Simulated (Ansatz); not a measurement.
**From Sb to Al**

System: Sb (P6₃/mmc, 4 atoms in the cell).
Method of run A: DFT PBE+D3(BJ), scalar-relativistic, plane waves, PAW, no spin polarisation (Ansatz 0.2.0).
System of run B: Al (4 atoms in the cell).

On run A: The structure was made by swapping elements on the sites of another compound; it need not be a known phase. On run B: The structure derives from a Materials Project entry. Text and figures count atoms from 1; the logs count them from 0 in places.

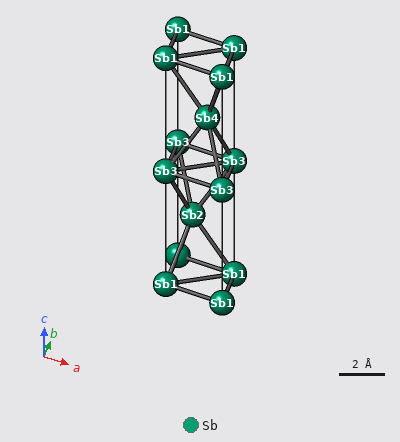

Figure 1. The starting structure (ball-and-stick view of the cell of the calculation, seen at an oblique angle; atoms are numbered from 1 in the order of the input). Near neighbours in the crystal (not all of them lie inside the picture): Sb has 12 Sb at 3.29 to 3.37 Å.

## Input, run A
```yaml
crystal:
  lattice:
    - [3.2939529462, 0.0, 0.0]
    - [-1.6469764731, 2.8526469303, 0.0]
    - [0.0, 0.0, 11.1123205242]
  atoms:
    - { symbol: Sb, position: [0.0, 0.0, 0.0] }
    - { symbol: Sb, position: [0.3333333333, 0.6666666667, 0.25] }
    - { symbol: Sb, position: [0.0, 0.0, 0.5] }
    - { symbol: Sb, position: [0.6666666667, 0.3333333333, 0.75] }
basis:
  ecutwfc: 420
kpoints:
  mp_grid: { grid: [12, 12, 4] }
hamiltonian:
  xc: pbe
  dispersion: d3bj
scf:
  occupations: { method: gaussian, width: 0.1 }
output:
  forces: true
  stress: true
  eigenvalues: true
  write_density: true
  write_potential: true
  elf: true
  volumetric_format: npy
relax:
  adjacent_minimum: "off"
  f_tol: 0.01
  max_steps: 60
  cell: { stress_tol: 0.1 }
```

Launched with:
```bash
ansatz run input.yaml --threads 1 --pin off --max-ram 2560MiB --backend cpu --events-out ev --progress --plain --runs-dir out
```

Hardware: 1 thread of Intel Xeon (Granite Rapids), 32 GiB of memory available, shared host.

## Output, shortened to warnings, some set-up lines, iterations and results (run A)
```
Basis set: ecut = 420 eV, 2101 PW (Γ), exchange–correlation on 48×48×150 points (8 copies of the dense FFT grid, shifted against one another)
Symmetry: 24 space group operations
k-points: 57 of 576
Initial density: superposition of atomic densities (neutral atoms: chi_scale 0, normalization atom), corrected by the library's trained network
[...]
SCF iter   1: F=—  HF=-25938.925811 eV  |F-HF|=—  |Δ(HF+E_count)|=         —  Δρ=1.18e-3  dr2=1.21e-3  ethr=1.77e-3  ⟨swp⟩=7.1  Hψ=8386  notcnv=0
SCF iter   2: F=—  HF=-25938.923578 eV  |F-HF|=—  |Δ(HF+E_count)|=   2.23e-3  Δρ=7.83e-4  dr2=4.12e-4  ethr=2.02e-6  ⟨swp⟩=2.1  Hψ=4181  notcnv=0
SCF iter   3: F=—  HF=-25938.923719 eV  |F-HF|=—  |Δ(HF+E_count)|=   1.42e-4  Δρ=4.09e-4  dr2=1.09e-4  ethr=6.86e-7  ⟨swp⟩=2.0  Hψ=3663  notcnv=0
SCF iter   4: F=—  HF=-25938.923799 eV  |F-HF|=—  |Δ(HF+E_count)|=   7.94e-5  Δρ=1.27e-4  dr2=1.55e-5  ethr=1.82e-7  ⟨swp⟩=2.0  Hψ=2524  notcnv=0
SCF iter   5: F=—  HF=-25938.923809 eV  |F-HF|=—  |Δ(HF+E_count)|=   9.99e-6  Δρ=4.68e-5  dr2=1.31e-6  ethr=2.58e-8  ⟨swp⟩=2.0  Hψ=2532  notcnv=0
[... 17 lines ...]
SCF iter   3: F=—  HF=-25938.925759 eV  |F-HF|=—  |Δ(HF+E_count)|=   1.49e-8  Δρ=9.87e-7  dr2=1.07e-9  ethr=1.28e-11  ⟨swp⟩=2.0  Hψ=2607  notcnv=0
SCF iter   4: F=—  HF=-25938.925759 eV  |F-HF|=—  |Δ(HF+E_count)|=  5.09e-11  Δρ=4.93e-7  dr2=2.05e-10  ethr=1.78e-12  ⟨swp⟩=1.9  Hψ=2454  notcnv=0
SCF iter   5: F=-25938.925759 eV  HF=-25938.925759 eV  |F-HF|=1.46e-11  |Δ(HF+E_count)|=  4.37e-11  Δρ=8.76e-8  dr2=5.56e-12  ethr=1.00e-12  ⟨swp⟩=6.7  Hψ=8874  notcnv=0
SCF 4 converged in 5 iterations: F = -25938.925759 eV  dr2 = 5.56e-12
relax step   4: F+E_penalty+E_count = -25938.92575940 eV  Δ(F+E_penalty+E_count) = -9.000e-6 eV  max|allowed force component| = 2.776e-17 eV/Å  Δτ_max = 0.0000 Å  P = +0.044 …
basis re-selected at this cell: Δ(F+E_penalty+E_count) = -9.000e-6 eV, ΔP = -0.000 GPa vs the last step (what re-selecting the basis moved, of the pressure what is left beyond the Pulay correction that the steps carried, after the strain that the cell walked since its last selection, with what the …
SCF converged after 5 iterations
Free energy (F): -25938.925759 eV
Harris-Foulkes:  -25938.925759 eV  (|F-HF|=1.46e-11)
Internal energy: -25938.916823 eV  (E = F + TS)
E sigma→0 (E₀):  -25938.921291 eV
Entropy (-TS):   -0.008936 eV (-2.234 meV/atom)
Fermi energy:    12.172100 eV
--- Per-component energies (eV) ---
  E_band       = -549.471727
  E_kinetic    = 828.362910
  E_local      = -5636.762400  (includes V_loc(G=0)·N_el)
  E_nonlocal   = 1445.988347
  E_hartree    = 2585.338204
  E_xc         = -555.305423
  E_vxc        = -386.944065  (∫ρ·V_xc dr)
  E_paw        = -18297.602154  (= ΣΔE_a)
  E_vpaw       = -1970.792876  (= ΣTr[D̂ρ^β])
  E_aug_tail   = -0.000006  (compensation charges beyond the density's cutoff)
  E_ewald      = -6306.773324
  E_disp       = -2.162978  (pairwise vdW)
  E_smearing   = -0.008936  (= −TS)
  E_closure    = 0.000000  (closes the sum)
  Σ components = -25938.925759   (vs F -25938.925759, Δ=0.00e0)
--- Forces (eV/Å), atoms counted from 1 ---
  atom   1  Sb     0.00000000     0.00000000    -0.00000000
  atom   2  Sb    -0.00000000     0.00000000     0.00000000
  atom   3  Sb    -0.00000000     0.00000000     0.00000000
  atom   4  Sb     0.00000000    -0.00000000     0.00000000
  max |Σ_I F_I| component: 3.16e-30 eV/Å
--- Stress (GPa, compression-positive) ---
        0.036437       0.000000       0.000000
        0.000000       0.036437       0.000000
        0.000000       0.000000       0.057686
  P = ⅓ Tr σ = 0.0435 GPa (0.435 kbar)
--- Relaxed structure (3 steps of the walk, 3 accepted, 1 SCFs on fresh bases) ---
  F+E_penalty+E_count = -25938.92575940 eV   max|allowed force component| = 2.776e-17 eV/Å   (the final SCF, on the basis selected at the relaxed cell)
  cell:  # Å, volume = 104.5071 Å³
    - [3.307030966861776, 0.0, 0.0]
    - [-1.653515483430888, 2.8639728284041124, 0.0]
    - [0.0, 0.0, 11.034140141273545]
  atoms:
    - { symbol: Sb, position: [1.0939869409382495e-33, -3.2130584361802477e-34, 3.6107256284308806e-37] }
[...]
```

For run B the input was changed thus:
```diff
-    - [3.2939529462, 0.0, 0.0]
-    - [-1.6469764731, 2.8526469303, 0.0]
-    - [0.0, 0.0, 11.1123205242]
+    - [2.8270770242, 0.0, 0.0]
+    - [-1.4135385121, 2.4483205214, 0.0]
+    - [0.0, 0.0, 9.18599307]
-    - { symbol: Sb, position: [0.0, 0.0, 0.0] }
-    - { symbol: Sb, position: [0.3333333333, 0.6666666667, 0.25] }
-    - { symbol: Sb, position: [0.0, 0.0, 0.5] }
-    - { symbol: Sb, position: [0.6666666667, 0.3333333333, 0.75] }
+    - { symbol: Al, position: [0.0, 0.0, 0.0] }
+    - { symbol: Al, position: [0.33333333, 0.66666667, 0.25] }
+    - { symbol: Al, position: [0.0, 0.0, 0.5] }
+    - { symbol: Al, position: [0.66666667, 0.33333333, 0.75] }
-  mp_grid: { grid: [12, 12, 4] }
+  mp_grid: { grid: [18, 18, 6] }
-  f_tol: 0.01
-  max_steps: 60
-  cell: { stress_tol: 0.1 }
+  f_tol: 0.005
+  max_steps: 80
+  cell: { stress_tol: 0.05 }
```

Predict how the results change.

The total energies belong to different systems, so their difference says nothing on which is more stable or more accurate. The volume per atom goes from 26.13 to 15.85 Å³. The SCF takes 32 iterations over all geometry steps against 19. The irreducible k-points go from 57 to 148.

## Output, shortened to warnings, some set-up lines, iterations and results (run B)
```
Basis set: ecut = 420 eV, 1255 PW (Γ), exchange–correlation on 40×40×128 points (8 copies of the dense FFT grid, shifted against one another)
Symmetry: 24 space group operations
k-points: 148 of 1944
Initial density: superposition of atomic densities (neutral atoms: chi_scale 0, normalization atom), corrected by the library's trained network
[...]
SCF iter   1: F=—  HF=-2151.334595 eV  |F-HF|=—  |Δ(HF+E_count)|=         —  Δρ=1.24e-3  dr2=1.00e-3  ethr=1.77e-3  ⟨swp⟩=7.0  Hψ=28157  notcnv=0  defer=22
SCF iter   2: F=—  HF=-2151.334522 eV  |F-HF|=—  |Δ(HF+E_count)|=   7.29e-5  Δρ=7.68e-4  dr2=4.01e-4  ethr=8.34e-6  ⟨swp⟩=1.1  Hψ=3310  notcnv=0  defer=30
SCF iter   3: F=—  HF=-2151.334464 eV  |F-HF|=—  |Δ(HF+E_count)|=   5.78e-5  Δρ=5.92e-5  dr2=4.40e-6  ethr=3.34e-6  ⟨swp⟩=1.8  Hψ=2269  notcnv=0  defer=30
SCF iter   4: F=—  HF=-2151.334557 eV  |F-HF|=—  |Δ(HF+E_count)|=   9.31e-5  Δρ=2.03e-5  dr2=2.19e-7  ethr=3.67e-8  ⟨swp⟩=2.3  Hψ=2488  notcnv=0  defer=30
SCF iter   5: F=-2151.334557 eV  HF=-2151.334557 eV  |F-HF|=2.71e-9  |Δ(HF+E_count)|=   1.44e-7  Δρ=3.74e-6  dr2=1.34e-8  ethr=1.83e-9  ⟨swp⟩=2.3  Hψ=2589  notcnv=0  defer=30
[... 32 lines ...]
SCF iter   6: F=-2151.336149 eV  HF=-2151.336149 eV  |F-HF|=4.55e-13  |Δ(HF+E_count)|=  2.73e-12  Δρ=3.81e-8  dr2=1.15e-12  ethr=1.00e-12  ⟨swp⟩=1.0  Hψ=2073  notcnv=0
SCF iter   7: F=-2151.336149 eV  HF=-2151.336149 eV  |F-HF|=4.55e-13  |Δ(HF+E_count)|=    0.00e0  Δρ=5.64e-9  dr2=2.66e-14  ethr=1.00e-12  ⟨swp⟩=1.0  Hψ=2072  notcnv=0
SCF iter   8: F=-2151.336149 eV  HF=-2151.336149 eV  |F-HF|=1.36e-12  |Δ(HF+E_count)|=  4.55e-13  Δρ=1.69e-9  dr2=1.66e-15  ethr=1.00e-12  ⟨swp⟩=2.2  Hψ=6011  notcnv=0
SCF 5 converged in 8 iterations: F = -2151.336149 eV  dr2 = 1.66e-15
relax step   5: F+E_penalty+E_count = -2151.33614894 eV  Δ(F+E_penalty+E_count) = +6.481e-5 eV  max|allowed force component| = 6.939e-18 eV/Å  Δτ_max = 0.0000 Å  P = -0.002 …
basis re-selected at this cell: Δ(F+E_penalty+E_count) = +6.481e-5 eV, ΔP = -0.002 GPa vs the last step (what re-selecting the basis moved, of the pressure what is left beyond the Pulay correction that the steps carried, after the strain that the cell walked since its last selection, with what the …
SCF converged after 8 iterations
Free energy (F): -2151.336149 eV
Harris-Foulkes:  -2151.336149 eV  (|F-HF|=1.36e-12)
Internal energy: -2151.328616 eV  (E = F + TS)
E sigma→0 (E₀):  -2151.332383 eV
Entropy (-TS):   -0.007533 eV (-1.883 meV/atom)
Fermi energy:    8.355448 eV
--- Per-component energies (eV) ---
  E_band       = 46.039905
  E_kinetic    = 93.487747
  E_local      = 42.060233  (includes V_loc(G=0)·N_el)
  E_nonlocal   = 41.709685
  E_hartree    = 0.435109
  E_xc         = -159.992066
  E_vxc        = -117.206068  (∫ρ·V_xc dr)
  E_paw        = -1869.627009  (= ΣΔE_a)
  E_vpaw       = -14.881901  (= ΣTr[D̂ρ^β])
  E_aug_tail   = -0.000009  (compensation charges beyond the density's cutoff)
  E_ewald      = -297.999606
  E_disp       = -1.402701  (pairwise vdW)
  E_smearing   = -0.007533  (= −TS)
  E_closure    = 0.000000  (closes the sum)
  Σ components = -2151.336149   (vs F -2151.336149, Δ=0.00e0)
--- Forces (eV/Å), atoms counted from 1 ---
  atom   1  Al     0.00000000     0.00000000    -0.00000000
  atom   2  Al     0.00000000     0.00000000     0.00000000
  atom   3  Al     0.00000000     0.00000000     0.00000000
  atom   4  Al    -0.00000000    -0.00000000     0.00000000
  max |Σ_I F_I| component: 1.39e-32 eV/Å
--- Stress (GPa, compression-positive) ---
       -0.015704      -0.000000       0.000000
       -0.000000      -0.015704       0.000000
        0.000000       0.000000       0.024264
  P = ⅓ Tr σ = -0.0024 GPa (-0.024 kbar)
--- Relaxed structure (4 steps of the walk, 4 accepted, 1 SCFs on fresh bases) ---
  F+E_penalty+E_count = -2151.33614894 eV   max|allowed force component| = 6.939e-18 eV/Å   (the final SCF, on the basis selected at the relaxed cell)
  cell:  # Å, volume = 63.4126 Å³
    - [2.814778236864943, 0.0, 0.0]
    - [-1.4073891184324716, 2.4376694591446126, 0.0]
    - [0.0, 0.0, 9.241796238706282]
  atoms:
    - { symbol: Al, position: [2.8075850432011905e-34, 4.91645683119393e-35, 1.3103713513274207e-36] }
[...]
```

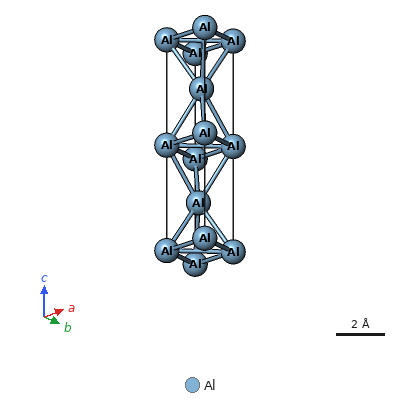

Figure 2. The input structure of run B (ball-and-stick view of the cell of the calculation, seen at an oblique angle).

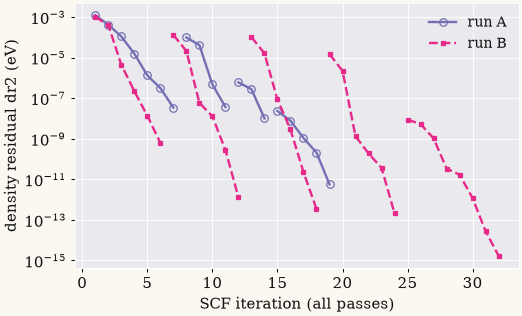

Figure 3. Convergence of the two runs: density residual dr2 against the SCF iteration. A break in a curve parts two SCF passes. Run A takes 19 iterations in all, and run B takes 32.

## The two runs side by side

| quantity | run A | run B |
| --- | --- | --- |
| outcome | converged | converged |
| free energy per atom (eV) | −6484.7314 | −537.8340 |
| energy per atom, smearing taken to zero (eV) | −6484.7303 | −537.8331 |
| gap on the mesh (eV) | 0.00 | 0.00 |
| pressure (GPa) | 0.04 | 0.00 |
| volume per atom (Å³) | 26.13 | 15.85 |
| largest force (eV/Å) | 0.000 | 0.000 |
| SCF iterations | 19 | 32 |
| irreducible k-points | 57 | 148 |
| wall time (shared host) | 22 s | 19 s |
